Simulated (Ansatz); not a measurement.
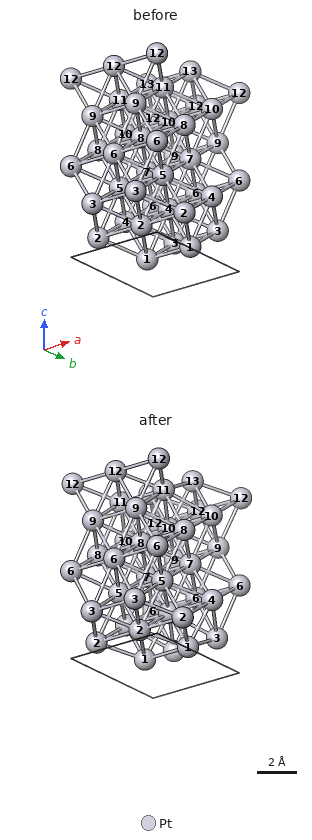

The structure of a slab of composition Pt (cut from the Fm-3m phase) before (top) and after (bottom) a relaxation, at one scale.

The picture is a ball-and-stick view of the 2 × 1 repeat of the cell, outlined in the plane, without the vacuum, seen from a free direction.

The slab is the (2 1 1) face of Pt.

Computed with Ansatz, DFT PBE, scalar-relativistic, plane waves, PAW. Set-up: plane-wave cutoff 420 eV; k-point mesh 12 × 5 × 1; occupations gaussian; smearing width 0.1 eV; no spin polarisation; dipole correction; atoms relaxed in a fixed cell; force threshold 0.02 eV/Å; at most 60 steps.

**What changed between the two?**

The energy falls by 0.380 eV per cell of the calculation in 3 accepted moves (4 points after the start). The largest force component goes from 0.87 to 0.019 eV/Å. The line search rejected the trial step at point 3 of the run. The largest moves relative to the layer's centre, 0.28 Å, are those of Pt1 and Pt13. Pt1 goes at 43° to the normal (+c side). The lattice vectors keep their values. Near-neighbour distances that change, for instance: Pt10–Pt12 2.807 → 3.020 Å, Pt3–Pt6 2.807 → 2.965 Å, Pt11–Pt12 2.807 → 2.704 Å, Pt12–Pt13 2.807 → 2.708 Å.
